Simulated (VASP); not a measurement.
# Single-point calculation, with input and output: Mo (part 2 of 3)

Continued. System: Mo (18 atoms in the cell). Method: Kohn-Sham DFT of a periodic cell, PBE, VASP PAW PBE potentials, recommended, no spin polarisation (VASP 6.6.1); cutoff 460 eV, 3×3×5 k-mesh, methfessel-paxton of 0.1 eV. The structure derives from a Materials Project entry. It belongs to a series of runs on one base structure; here: grid = ENCUT=460 dk=0.35 cell=3x3x2 ISMEAR=1 SIGMA=0.1 LREAL=Auto EDIFF=1e-06. The settings are looser than a standard set-up, so the numbers are not reference values.

Geometry of the input (Å; fractional positions):
```
-4.7514  4.7514  4.7514
4.7514  -4.7514  4.7514
3.1676  3.1676  -3.1676
Mo 0.0000  0.0000  0.0000
Mo -0.0000  -0.0000  0.5000
Mo -0.0000  0.3333  0.0000
Mo -0.0000  0.3333  0.5000
Mo -0.0000  0.6667  0.0000
Mo -0.0000  0.6667  0.5000
Mo 0.3333  0.0000  0.0000
Mo 0.3333  0.0000  0.5000
Mo 0.3333  0.3333  0.0000
Mo 0.3333  0.3333  0.5000
Mo 0.3333  0.6667  0.0000
Mo 0.3333  0.6667  0.5000
Mo 0.6667  0.0000  0.0000
Mo 0.6667  0.0000  0.5000
Mo 0.6667  0.3333  0.0000
Mo 0.6667  0.3333  0.5000
Mo 0.6667  0.6667  0.0000
Mo 0.6667  0.6667  0.5000
```

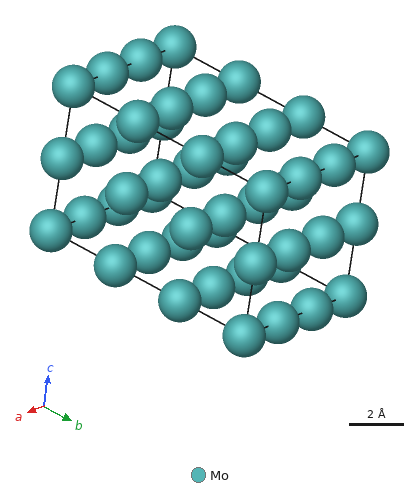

The structure as given in the input (spheres-only view of the cell of the calculation, seen slightly off an axis). An atom can appear more than once, as a periodic image.

**Parts of OUTCAR, continued**
```
 k-point     2 :       0.3333    0.0000    0.0000
  band No.  band energies     occupation
      1     -48.9262      2.00000
      2     -48.8536      2.00000
      3     -48.7974      2.00000
      4     -48.7974      2.00000
      5     -48.7276      2.00000
      6     -48.7276      2.00000
      7     -48.7160      2.00000
      8     -48.7145      2.00000
      9     -48.7072      2.00000
     10     -48.7070      2.00000
     11     -48.7069      2.00000
     12     -48.6905      2.00000
     13     -48.6904      2.00000
     14     -48.6904      2.00000
     15     -48.6679      2.00000
     16     -48.6163      2.00000
     17     -48.5935      2.00000
     18     -48.5675      2.00000
     19     -23.5624      2.00000
     20     -23.5511      2.00000
     21     -23.5034      2.00000
     22     -23.4364      2.00000
     23     -23.4139      2.00000
     24     -23.4132      2.00000
     25     -23.3876      2.00000
     26     -23.3868      2.00000
     27     -23.3862      2.00000
     28     -23.3541      2.00000
     29     -23.3502      2.00000
     30     -23.3048      2.00000
     31     -23.2982      2.00000
     32     -23.2381      2.00000
     33     -23.1233      2.00000
     34     -23.0906      2.00000
     35     -23.0905      2.00000
     36     -23.0543      2.00000
     37     -23.0513      2.00000
     38     -22.9838      2.00000
     39     -22.9518      2.00000
     40     -22.8950      2.00000
     41     -22.8949      2.00000
     42     -22.8569      2.00000
     43     -22.8550      2.00000
     44     -22.8308      2.00000
     45     -22.8142      2.00000
     46     -22.7200      2.00000
     47     -22.7188      2.00000
     48     -22.7122      2.00000
     49     -22.6923      2.00000
     50     -22.6763      2.00000
     51     -22.6751      2.00000
     52     -22.6711      2.00000
     53     -22.5267      2.00000
     54     -22.5251      2.00000
     55     -22.4857      2.00000
     56     -22.4381      2.00000
     57     -22.4253      2.00000
     58     -22.4128      2.00000
     59     -22.4004      2.00000
     60     -22.3996      2.00000
     61     -22.3968      2.00000
     62     -22.3582      2.00000
     63     -22.3278      2.00000
     64     -22.3232      2.00000
     65     -22.3213      2.00000
     66     -22.3156      2.00000
     67     -22.3139      2.00000
     68     -22.3103      2.00000
     69     -22.2872      2.00000
     70     -22.2658      2.00000
     71     -22.2598      2.00000
     72     -22.2567      2.00000
     73       5.6683      2.00000
     74       6.8533      2.00000
     75       7.1513      2.00000
     76       7.2079      2.00000
     77       7.5069      2.00000
     78       7.5570      2.00000
     79       7.6350      2.00000
     80       7.6353      2.00000
     81       7.6367      2.00000
     82       7.6368      2.00000
     83       7.7268      2.00000
     84       7.7970      2.00000
     85       7.9061      2.00000
     86       8.2464      2.00000
     87       8.2755      2.00000
     88       8.2760      2.00000
     89       8.3005      2.00000
     90       8.3140      2.00000
     91       8.3441      2.00000
     92       8.6596      2.00000
     93       8.7201      2.00000
     94       9.0422      2.00000
     95       9.0518      2.00000
     96       9.1063      2.00000
     97       9.1553      2.00000
     98       9.2799      2.00000
     99       9.2805      2.00000
    100       9.3211      2.00000
    101       9.3864      2.00000
    102       9.3868      2.00000
    103       9.4053      2.00000
    104       9.4825      2.00000
    105       9.7585      2.00000
    106       9.7595      2.00000
    107      10.0617      2.00000
    108      10.4399      2.00000
    109      10.4409      2.00000
    110      10.4555      2.00000
    111      10.7086      2.00000
    112      10.7267      2.00000
    113      10.7360      2.00000
    114      10.8052      2.00000
    115      10.9283      2.00000
    116      10.9950      2.00000
    117      10.9953      2.00000
    118      11.2399      2.00000
    119      11.4881      2.00000
    120      11.6947      2.00000
    121      11.6949      2.00000
    122      11.8678      2.00000
    123      12.2942      1.88356
    124      12.3173      1.64689
    125      12.8915     -0.00000
    126      13.2369     -0.00000
    127      13.2373     -0.00000
    128      13.2728     -0.00000
    129      13.2960     -0.00000
    130      13.3866     -0.00000
    131      13.3870     -0.00000
    132      13.4048     -0.00000
    133      13.4894     -0.00000
    134      13.6037     -0.00000
    135      13.6320     -0.00000
    136      13.7005     -0.00000
    137      13.7062     -0.00000
    138      13.7483     -0.00000

 k-point     3 :       0.3333    0.3333    0.0000
  band No.  band energies     occupation
      1     -48.8756      2.00000
      2     -48.8756      2.00000
      3     -48.8756      2.00000
      4     -48.7328      2.00000
      5     -48.7328      2.00000
      6     -48.7328      2.00000
      7     -48.7227      2.00000
      8     -48.7197      2.00000
      9     -48.6998      2.00000
     10     -48.6998      2.00000
     11     -48.6998      2.00000
     12     -48.6969      2.00000
     13     -48.6969      2.00000
     14     -48.6714      2.00000
     15     -48.6714      2.00000
     16     -48.6230      2.00000
     17     -48.6230      2.00000
     18     -48.5482      2.00000
     19     -23.5391      2.00000
     20     -23.5391      2.00000
     21     -23.5378      2.00000
     22     -23.5378      2.00000
     23     -23.5374      2.00000
     24     -23.4234      2.00000
     25     -23.4234      2.00000
     26     -23.3680      2.00000
     27     -23.3674      2.00000
     28     -23.3674      2.00000
     29     -23.3301      2.00000
     30     -23.3008      2.00000
     31     -23.2999      2.00000
     32     -23.2999      2.00000
     33     -23.1969      2.00000
     34     -23.1617      2.00000
     35     -23.0890      2.00000
     36     -22.9650      2.00000
     37     -22.9650      2.00000
     38     -22.8695      2.00000
     39     -22.8695      2.00000
     40     -22.7407      2.00000
     41     -22.7362      2.00000
     42     -22.7362      2.00000
     43     -22.7346      2.00000
     44     -22.7261      2.00000
     45     -22.7261      2.00000
     46     -22.7087      2.00000
     47     -22.7087      2.00000
     48     -22.7083      2.00000
     49     -22.7081      2.00000
     50     -22.7081      2.00000
     51     -22.7038      2.00000
     52     -22.7028      2.00000
     53     -22.7028      2.00000
     54     -22.6913      2.00000
     55     -22.4707      2.00000
     56     -22.4707      2.00000
     57     -22.4272      2.00000
     58     -22.4180      2.00000
     59     -22.3776      2.00000
     60     -22.3776      2.00000
     61     -22.3771      2.00000
     62     -22.3710      2.00000
     63     -22.3710      2.00000
     64     -22.3706      2.00000
     65     -22.3389      2.00000
     66     -22.3389      2.00000
     67     -22.3256      2.00000
     68     -22.3237      2.00000
     69     -22.3237      2.00000
     70     -22.2954      2.00000
     71     -22.2954      2.00000
     72     -22.2948      2.00000
     73       6.5701      2.00000
     74       6.5701      2.00000
     75       6.5702      2.00000
     76       7.2588      2.00000
     77       7.3274      2.00000
     78       7.4082      2.00000
     79       7.4082      2.00000
     80       7.4548      2.00000
     81       7.4548      2.00000
     82       7.4552      2.00000
     83       8.1406      2.00000
     84       8.1406      2.00000
     85       8.1494      2.00000
     86       8.1494      2.00000
     87       8.2594      2.00000
     88       8.3204      2.00000
     89       8.3207      2.00000
     90       8.3207      2.00000
     91       8.4995      2.00000
     92       9.0731      2.00000
     93       9.0731      2.00000
     94       9.1132      2.00000
     95       9.1139      2.00000
     96       9.1139      2.00000
     97       9.1346      2.00000
     98       9.2982      2.00000
     99       9.2982      2.00000
    100       9.4104      2.00000
    101       9.4773      2.00000
    102       9.4773      2.00000
    103       9.4773      2.00000
    104       9.8003      2.00000
    105       9.8003      2.00000
    106      10.3907      2.00000
    107      10.3930      2.00000
    108      10.3931      2.00000
    109      10.3931      2.00000
    110      10.4282      2.00000
    111      10.4282      2.00000
    112      10.4286      2.00000
    113      10.4964      2.00000
    114      10.4964      2.00000
    115      10.4973      2.00000
    116      10.5386      2.00000
    117      10.5386      2.00000
    118      11.0080      2.00000
    119      11.2839      2.00000
    120      11.2839      2.00000
    121      12.1670      2.02032
    122      12.1670      2.02032
    123      12.5648     -0.01334
    124      12.5666     -0.01257
    125      12.5666     -0.01256
    126      12.5677     -0.01211
    127      12.5680     -0.01198
    128      12.5680     -0.01198
    129      12.9260     -0.00000
    130      12.9261     -0.00000
    131      13.0644     -0.00000
    132      13.0645     -0.00000
    133      13.1908     -0.00000
    134      13.1914     -0.00000
    135      13.1935     -0.00000
    136      13.3885     -0.00000
    137      13.3893     -0.00000
    138      13.4061     -0.00000

 k-point     4 :      -0.3333    0.3333    0.0000
  band No.  band energies     occupation
      1     -48.9262      2.00000
      2     -48.8536      2.00000
      3     -48.7973      2.00000
      4     -48.7973      2.00000
      5     -48.7276      2.00000
      6     -48.7276      2.00000
      7     -48.7263      2.00000
      8     -48.7263      2.00000
      9     -48.7145      2.00000
     10     -48.6904      2.00000
     11     -48.6904      2.00000
     12     -48.6867      2.00000
     13     -48.6779      2.00000
     14     -48.6779      2.00000
     15     -48.6523      2.00000
     16     -48.6523      2.00000
     17     -48.6355      2.00000
     18     -48.5378      2.00000
     19     -23.5507      2.00000
     20     -23.5401      2.00000
     21     -23.4953      2.00000
     22     -23.4953      2.00000
     23     -23.4357      2.00000
     24     -23.4357      2.00000
     25     -23.4204      2.00000
     26     -23.4134      2.00000
     27     -23.4134      2.00000
     28     -23.3864      2.00000
     29     -23.3864      2.00000
     30     -23.3209      2.00000
     31     -23.3209      2.00000
     32     -23.1892      2.00000
     33     -23.1604      2.00000
     34     -23.1518      2.00000
     35     -23.0914      2.00000
     36     -23.0914      2.00000
     37     -22.8954      2.00000
     38     -22.8954      2.00000
     39     -22.8905      2.00000
     40     -22.8722      2.00000
     41     -22.8722      2.00000
     42     -22.8304      2.00000
     43     -22.7897      2.00000
     44     -22.7897      2.00000
     45     -22.7415      2.00000
     46     -22.6768      2.00000
     47     -22.6768      2.00000
     48     -22.6692      2.00000
     49     -22.6632      2.00000
     50     -22.6632      2.00000
     51     -22.6573      2.00000
     52     -22.5639      2.00000
     53     -22.5639      2.00000
     54     -22.5259      2.00000
     55     -22.5259      2.00000
     56     -22.4786      2.00000
     57     -22.4786      2.00000
     58     -22.4362      2.00000
     59     -22.4345      2.00000
     60     -22.4345      2.00000
     61     -22.4249      2.00000
     62     -22.3997      2.00000
     63     -22.3997      2.00000
     64     -22.3818      2.00000
     65     -22.3213      2.00000
     66     -22.3213      2.00000
     67     -22.3140      2.00000
     68     -22.3140      2.00000
     69     -22.3085      2.00000
     70     -22.2681      2.00000
     71     -22.2621      2.00000
     72     -22.2589      2.00000
     73       5.6683      2.00000
     74       6.8531      2.00000
     75       7.0980      2.00000
     76       7.1210      2.00000
     77       7.1515      2.00000
     78       7.4943      2.00000
     79       7.6350      2.00000
     80       7.6350      2.00000
     81       7.6368      2.00000
     82       7.6368      2.00000
     83       7.7485      2.00000
     84       7.7485      2.00000
     85       8.0602      2.00000
     86       8.0711      2.00000
     87       8.0711      2.00000
     88       8.2755      2.00000
     89       8.2755      2.00000
     90       8.7425      2.00000
     91       8.7425      2.00000
     92       9.0512      2.00000
     93       9.2621      2.00000
     94       9.2621      2.00000
     95       9.2807      2.00000
     96       9.2807      2.00000
     97       9.3871      2.00000
     98       9.3871      2.00000
     99       9.5202      2.00000
    100       9.5338      2.00000
    101       9.7593      2.00000
    102       9.7593      2.00000
    103       9.7828      2.00000
    104       9.7828      2.00000
    105       9.9752      2.00000
    106       9.9752      2.00000
    107      10.0610      2.00000
    108      10.1663      2.00000
    109      10.1663      2.00000
    110      10.4405      2.00000
    111      10.4405      2.00000
    112      10.4747      2.00000
    113      10.4747      2.00000
    114      10.7079      2.00000
    115      10.7364      2.00000
    116      10.9277      2.00000
    117      10.9951      2.00000
    118      10.9951      2.00000
    119      11.0395      2.00000
    120      11.0395      2.00000
    121      11.0578      2.00000
    122      11.4897      2.00000
    123      11.6708      2.00000
    124      11.6948      2.00000
    125      11.6948      2.00000
    126      12.4959     -0.06589
    127      12.6860     -0.00004
    128      12.6860     -0.00004
    129      12.8931     -0.00000
    130      13.0035     -0.00000
    131      13.0035     -0.00000
    132      13.2024     -0.00000
    133      13.2369     -0.00000
    134      13.2371     -0.00000
    135      13.3858     -0.00000
    136      13.4054     -0.00000
    137      13.6047     -0.00000
    138      13.7432     -0.00000

 k-point     5 :       0.0000    0.0000    0.2000
  band No.  band energies     occupation
      1     -48.9314      2.00000
      2     -48.7957      2.00000
      3     -48.7957      2.00000
      4     -48.7517      2.00000
      5     -48.7517      2.00000
      6     -48.7451      2.00000
      7     -48.7451      2.00000
      8     -48.7319      2.00000
      9     -48.7319      2.00000
     10     -48.7310      2.00000
     11     -48.6897      2.00000
     12     -48.6812      2.00000
     13     -48.6812      2.00000
     14     -48.6624      2.00000
     15     -48.6554      2.00000
     16     -48.6284      2.00000
     17     -48.5953      2.00000
     18     -48.5953      2.00000
     19     -23.4670      2.00000
     20     -23.4063      2.00000
     21     -23.4063      2.00000
     22     -23.3685      2.00000
     23     -23.3685      2.00000
     24     -23.3185      2.00000
     25     -23.3185      2.00000
     26     -23.3161      2.00000
     27     -23.2810      2.00000
     28     -23.2478      2.00000
     29     -23.2477      2.00000
     30     -23.2477      2.00000
     31     -23.2092      2.00000
     32     -23.2082      2.00000
     33     -23.2082      2.00000
     34     -23.1205      2.00000
     35     -23.1038      2.00000
     36     -23.1038      2.00000
     37     -23.0871      2.00000
     38     -23.0116      2.00000
     39     -23.0116      2.00000
     40     -23.0115      2.00000
     41     -23.0115      2.00000
     42     -22.9705      2.00000
     43     -22.9705      2.00000
     44     -22.9623      2.00000
     45     -22.9566      2.00000
     46     -22.8353      2.00000
     47     -22.6611      2.00000
     48     -22.6611      2.00000
     49     -22.6423      2.00000
     50     -22.6277      2.00000
     51     -22.6277      2.00000
```
